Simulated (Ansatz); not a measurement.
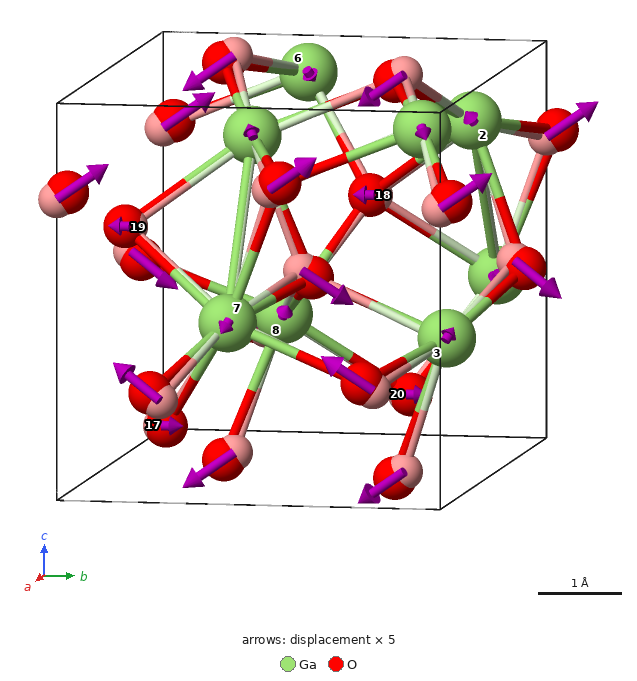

A relaxation of solid Ga2O3 (set up in Pbcn). The starting structure is drawn faded, the final one solid; purple arrows show the displacements, 5 times their true length.

The picture is a ball-and-stick view of the cell of the calculation (origin shifted), seen slightly off an axis.

Theory: DFT, r2SCAN, plane-wave PAW, default files, scalar-relativistic in Ansatz. Settings: plane-wave cutoff 500 eV; k-point mesh 4 × 5 × 5; occupations fermi dirac; smearing width 0.01 eV; no spin polarisation; atoms relaxed in a fixed cell; force threshold 0.02 eV/Å; at most 60 steps.

Which element moves most?

Answer. Oxygen: up to 0.15 Å, against 0.04 Å for gallium.

What happened in the run?

Answer. Over 4 geometry steps the energy falls by 188 meV per atom. The largest force component goes from 3.9 to 0.013 eV/Å. The largest moves, 0.15 Å, are those of O atoms. By element the largest moves are O 0.15 Å, Ga 0.04 Å. The lattice vectors keep their values. Some distances before and after: Ga–O 1.748 → 1.906 Å, Ga–O 1.995 → 1.856 Å, Ga–O 1.934 → 2.022 Å, Ga–Ga 2.567 → 2.645 Å. Among the angles between lasting bonds that change: Ga–O–Ga 101.9° → 108.4°, Ga–O–Ga 114.6° → 108.8°, Ga–O–Ga 88.3° → 84.6°. The space group stays Pbcn (No. 60).
